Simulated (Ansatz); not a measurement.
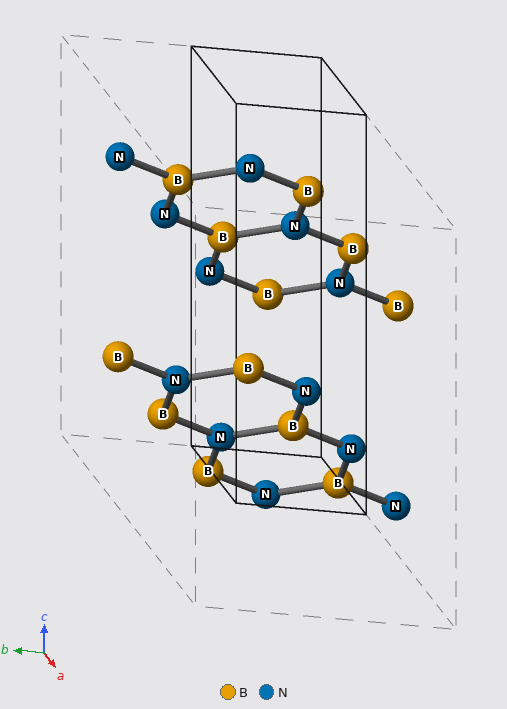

Crystal structure, ball-and-stick style, seen from a general direction. One unit cell is drawn solid; the view covers 3×2×1 cells.

BN, a = 2.56 Å, b = 2.52 Å, c = 8.49 Å, α = 90.00°, β = 90.00°, γ = 120.62°.

Computational set-up: DFT PBE, scalar-relativistic, plane waves, PAW in Ansatz 0.2.0, 420 eV cutoff, 12×12×4 k-points, Gaussian smearing of 0.02 eV, no spin polarisation.

Does it come out as a metal, or with a gap?

Answer. An insulator at this level, with a gap of 4.36 eV.

How far is the cell from zero pressure?

Answer. The computed pressure is -4.1 GPa (stretched: it would shrink). The stress isn't hydrostatic: its largest component is 12.4 GPa.

The initial geometry was a structure listed in the Materials Project. The cell was then strained or its atoms displaced on purpose. It went into a calculation with Ansatz.

At this level of theory the run's own cell isn't at rest (stretched, at -4 GPa), so its distances can differ from those at equilibrium, the more so the softer the solid.
